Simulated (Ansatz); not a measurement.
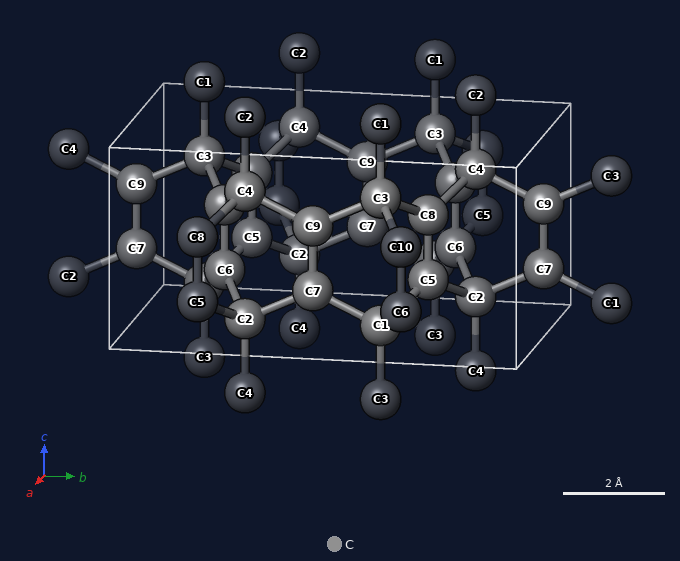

Fig. 1: The structure (ball-and-stick view of the cell 2 times as large as that of the calculation, set on its symmetry axes, seen slightly off an axis; neighbours outside the cell are drawn fainter; atoms are numbered from 1 in the order of the input). An atom can appear more than once, as a periodic image.

# Single-point calculation, with input and output: C

- system: C (Cmmm, 10 atoms in the cell)
- method: DFT LDA, scalar-relativistic, plane waves, PAW, no spin polarisation (Ansatz 0.2.0)

The structure derives from an entry of the Crystallography Open Database. It belongs to a series of runs on one base structure; here: strain +0.1312 x Voigt [1, 0, 0, 0, 0, 0], atoms carried along. Figures and captions count atoms from 1; the log counts them from 0 in places.

**Input**
```yaml
crystal:
  lattice:
    - [5.4014303905, 0.0, 0.0]
    - [-2.7007151953, 4.135233323, 0.0]
    - [0.0, 0.0, 4.1319840921]
  atoms:
    - { symbol: C, position: [0.6666666667, 0.3333333333, 0.1834601087] }
    - { symbol: C, position: [0.3333333333, 0.6666666667, 0.1834601087] }
    - { symbol: C, position: [0.6666666667, 0.3333333333, 0.8165398913] }
    - { symbol: C, position: [0.3333333333, 0.6666666667, 0.8165398913] }
    - { symbol: C, position: [0.5, 0.5, 0.3395339677] }
    - { symbol: C, position: [0.0, 0.5, 0.3395339677] }
    - { symbol: C, position: [0.5, 0.0, 0.3395339677] }
    - { symbol: C, position: [0.5, 0.5, 0.6604660323] }
    - { symbol: C, position: [0.5, 0.0, 0.6604660323] }
    - { symbol: C, position: [0.0, 0.5, 0.6604660323] }
basis:
  ecutwfc: 420
kpoints:
  mp_grid: { grid: [12, 12, 10] }
hamiltonian:
  xc: lda
scf:
  occupations: { method: gaussian, width: 0.15 }
output:
  forces: true
  stress: true
  eigenvalues: true
```

Run on 2 threads of Arm Neoverse V2, 24 GiB of memory available, shared host.

Launch command:
```bash
ansatz run input.yaml --threads 2 --pin off --max-ram 5120MiB --backend cpu --events-out ev --progress --plain --runs-dir out
```

**The program's output**
```
Engine: ansatz 0.2.0, aarch64-unknown-linux-gnu
Pseudopotentials: kind: paw
Pseudopotential: C, paw, valence charge 4, recommended cutoff 420 eV (normal), C.paw.azcp
Functional definition: SPW92
  exchange = slater_x
  correlation = pw_c
Crystal: 10 atoms, lattice volume = 92.293 Å³
Basis set: ecut = 420 eV, 1829 PW (Γ)
Bands: 30, of which v1, the nominal top of the filled ones, is band 20 counted from 1 (19 counted from 0)
Symmetry: 8 space group operations
Space group: Cmmm (ITA 65), of the structure as read, at distance tolerance 4.5e-5 Å
k-points: 258 of 1440
Non-local potential: C, projectors of the file, l = 0: 2, l = 1: 2, l = 2: 1
PAW form: soft (Blöchl's): semilocal exchange-correlation on the pseudo side does not see the compensation charge
PAW frozen core: C, regenerated for the run's functional, and the local potential with it (the file was generated under x = pbe(κ = 0.804, μ = 0.2195149727645171), c = pbe(β = 0.06672455060314922))
PAW one-centre angular grid: C, 110 points (default); XC on 64 Gauss nodes
Initial density: superposition of atomic densities (neutral atoms: chi_scale 0, normalization atom), corrected by the library's trained network
Initial wavefunctions: pseudopotential atomic-orbital guess
Functional: x = slater, c = lda
SCF iter   1: F=—  HF=-2422.845448 eV  |F-HF|=—  |Δ(HF+E_count)|=         —  Δρ=1.66e-2  dr2=3.16e-1  ethr=1.77e-3  ⟨swp⟩=6.0  Hψ=35929  notcnv=0  defer=105
preconditioner: auto → Resta (q_TF=auto, 2.373 Å⁻¹)  ε∞=4.1  [insulator: Δε(μ)=0.259 eV  Ē_g=13.910 eV  σ=0.150 eV  W_gap=0.78  n_scr=22 (ndim 8)  ℏωp=24.4 eV  f_vac=0.129  D(μ)=0.05/eV (n_scr^D=0)  ε∞_Penn≈4.1]
SCF iter   2: F=—  HF=-2422.755305 eV  |F-HF|=—  |Δ(HF+E_count)|=   9.01e-2  Δρ=7.71e-3  dr2=4.37e-2  ethr=7.89e-4  ⟨swp⟩=2.1  Hψ=12638  notcnv=0  defer=269
preconditioner: auto → Kerker (q_TF=auto, 2.373 Å⁻¹)  [metal: Δε(μ)=0.090 eV  Ē_g=13.886 eV  σ=0.150 eV  W_gap=0.33  n_scr=22 (ndim 8)  ℏωp=24.4 eV  f_vac=0.134  D(μ)=0.17/eV (n_scr^D=0)]
SCF iter   3: F=—  HF=-2422.742650 eV  |F-HF|=—  |Δ(HF+E_count)|=   1.27e-2  Δρ=2.35e-3  dr2=4.81e-3  ethr=1.09e-4  ⟨swp⟩=2.2  Hψ=10125  notcnv=0  defer=269
SCF iter   4: F=—  HF=-2422.742287 eV  |F-HF|=—  |Δ(HF+E_count)|=   3.63e-4  Δρ=5.80e-4  dr2=8.52e-4  ethr=1.20e-5  ⟨swp⟩=2.4  Hψ=11221  notcnv=0  defer=269
SCF iter   5: F=—  HF=-2422.742623 eV  |F-HF|=—  |Δ(HF+E_count)|=   3.36e-4  Δρ=2.56e-4  dr2=1.82e-4  ethr=2.13e-6  ⟨swp⟩=1.1  Hψ=6881  notcnv=0  defer=269
SCF iter   6: F=—  HF=-2422.742753 eV  |F-HF|=—  |Δ(HF+E_count)|=   1.30e-4  Δρ=7.97e-5  dr2=1.14e-5  ethr=4.56e-7  ⟨swp⟩=2.7  Hψ=11816  notcnv=0  defer=269
SCF iter   7: F=—  HF=-2422.742759 eV  |F-HF|=—  |Δ(HF+E_count)|=   6.21e-6  Δρ=2.10e-5  dr2=8.94e-7  ethr=2.86e-8  ⟨swp⟩=2.1  Hψ=11045  notcnv=0  defer=539
SCF iter   8: F=—  HF=-2422.742759 eV  |F-HF|=—  |Δ(HF+E_count)|=   1.80e-7  Δρ=7.22e-6  dr2=1.02e-7  ethr=2.24e-9  ⟨swp⟩=2.1  Hψ=11484  notcnv=0  defer=556
SCF iter   9: F=-2422.742759 eV  HF=-2422.742759 eV  |F-HF|=1.29e-8  |Δ(HF+E_count)|=   8.17e-8  Δρ=2.44e-6  dr2=8.62e-9  ethr=2.50e-10  ⟨swp⟩=10.8  Hψ=34389  notcnv=0
SCF 1 converged in 9 iterations: F = -2422.742759 eV  dr2 = 8.62e-9
  greatest PAW one-centre occupation: 0.665 electrons in one spin orbital (limit 2), on the C atom at site 8 (counted from 0), in its partial waves of l = 0
SCF converged after 9 iterations
Free energy (F): -2422.742759 eV
Harris-Foulkes:  -2422.742759 eV  (|F-HF|=1.29e-8)
Internal energy: -2422.739546 eV  (E = F + TS)
E sigma→0 (E₀):  -2422.741153 eV
Entropy (-TS):   -0.003214 eV (-0.321 meV/atom)
Fermi energy:    6.562610 eV
--- Per-component energies (eV) ---
  E_band       = -85.285575
  E_kinetic    = 888.378510
  E_local      = -1728.427649  (includes V_loc(G=0)·N_el)
  E_nonlocal   = 277.169197
  E_hartree    = 567.120111
  E_xc         = -469.761329
  E_vxc        = -583.802025  (∫ρ·V_xc dr)
  E_paw        = -915.577387  (= ΣΔE_a)
  E_vpaw       = -72.842554  (= ΣTr[D̂ρ^β])
  E_aug_tail   = 0.000093  (compensation charges beyond the density's cutoff)
  E_ewald      = -1042.269416
  E_core_change = 0.628325  (= ΣΔE_core)
  E_smearing   = -0.003214  (= −TS)
  E_closure    = -0.000000  (closes the sum)
  Σ components = -2422.742759   (vs F -2422.742759, Δ=0.00e0)
--- Forces (eV/Å), atoms counted from 1 ---
  atom   1  C     -0.00000000     0.72554314     0.47627837
  atom   2  C      0.00000000    -0.72554314     0.47627837
  atom   3  C     -0.00000000     0.72554314    -0.47627837
  atom   4  C      0.00000000    -0.72554314    -0.47627837
  atom   5  C      0.00000000     0.00000000    -0.18393335
  atom   6  C      0.00000000    -0.00000000    -0.18393335
  atom   7  C      0.00000000     0.00000000    -0.06849989
  atom   8  C      0.00000000     0.00000000     0.18393335
  atom   9  C      0.00000000     0.00000000     0.06849989
  atom  10  C      0.00000000    -0.00000000     0.18393335
  max |Σ_I F_I| component: 1.11e-16 eV/Å
--- Stress (GPa, compression-positive) ---
      -49.827037      -0.000000       0.000000
       -0.000000     -11.285552       0.000000
        0.000000       0.000000      -2.291394
  P = ⅓ Tr σ = -21.1347 GPa (-211.347 kbar)
--- Band table (eV; the first three rows and the last of 258) ---
  k-point 0: bands = ["-12.9967", "-9.3220", "-8.1349", "-7.7539", "-6.7124", "-6.4305", "-3.7296", "-2.5071", "-2.3088", "-1.4837", "-1.3612", "-1.3272", "-1.0006", "-0.8751", "2.7763", "3.2756", "3.5806", "3.7759", "4.2896", "6.3666", "7.6166", "9.9287", "10.3400", "10.5763", "11.1545", "12.0792", "12.2976", "12.7431", "12.8501", "14.9662"]
  k-point 1: bands = ["-12.9357", "-9.2568", "-8.1005", "-7.7343", "-7.6881", "-5.3522", "-4.3475", "-2.2412", "-2.0538", "-2.0077", "-1.9287", "-1.3394", "-0.2797", "-0.1588", "2.5130", "3.0334", "3.5982", "3.6534", "4.3579", "6.3856", "7.6853", "9.7784", "10.4382", "10.7014", "11.5011", "12.0351", "12.1904", "12.6887", "12.8506", "14.9431"]
  k-point 2: bands = ["-12.7553", "-9.0618", "-8.7261", "-8.0051", "-7.6082", "-5.2808", "-4.0997", "-2.8004", "-2.7825", "-2.0425", "-1.4004", "-0.6507", "0.5549", "0.7113", "1.9069", "2.4665", "3.0824", "3.7886", "4.4899", "6.4340", "7.8908", "9.4285", "10.1307", "11.5336", "11.6445", "12.2988", "12.3870", "12.5485", "12.8356", "14.7857"]
  k-point 257: bands = ["-11.3283", "-10.2055", "-9.9459", "-8.9393", "-7.5516", "-4.5234", "-4.3310", "-2.3084", "-2.2180", "-1.1885", "0.3690", "0.6587", "0.7627", "1.0984", "1.1043", "1.5540", "1.6232", "3.4470", "4.3411", "5.5015", "6.6192", "8.5665", "10.3840", "11.6767", "12.1999", "13.1656", "13.3836", "14.4256", "14.4482", "14.4993"]
```

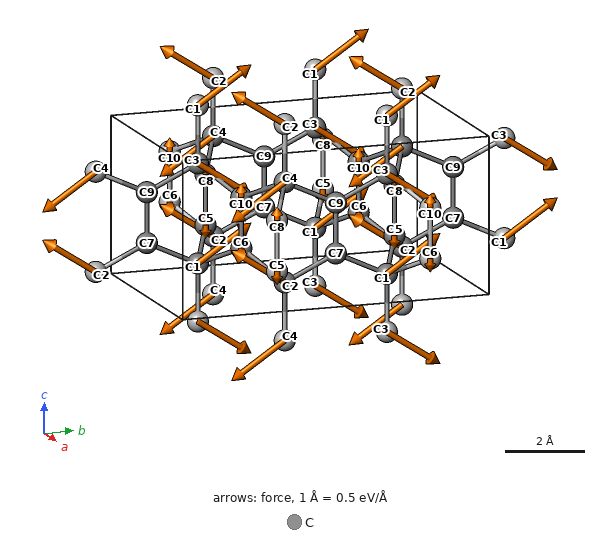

Fig. 2: Forces on the atoms as orange arrows (ball-and-stick view of the cell 2 times as large as that of the calculation, set on its symmetry axes, seen slightly off an axis; neighbours outside the cell are drawn fainter; atoms are numbered from 1 in the order of the input). The largest act on C1, C2, C3, C4 (0.87 eV/Å). The geometry is not a stationary point of this energy.

**Summary**

```json
{"quantity": "outcome", "value": "converged"}
{"quantity": "space group (tolerance 0.01 Å)", "value": "Cmmm (65)"}
{"quantity": "electrons treated", "value": "40"}
{"quantity": "free energy", "value": "−2422.7428 eV"}
{"quantity": "Fermi energy", "value": "6.563 eV"}
{"quantity": "gap on the k-point mesh", "value": "none (metallic)"}
{"quantity": "pressure", "value": "−21.13 GPa"}
{"quantity": "largest force (length of the vector)", "value": "0.868 eV/Å"}
{"quantity": "wall time", "value": "17 s (CPU time 35 s)"}
{"quantity": "peak memory", "value": "0.71 GiB"}
```
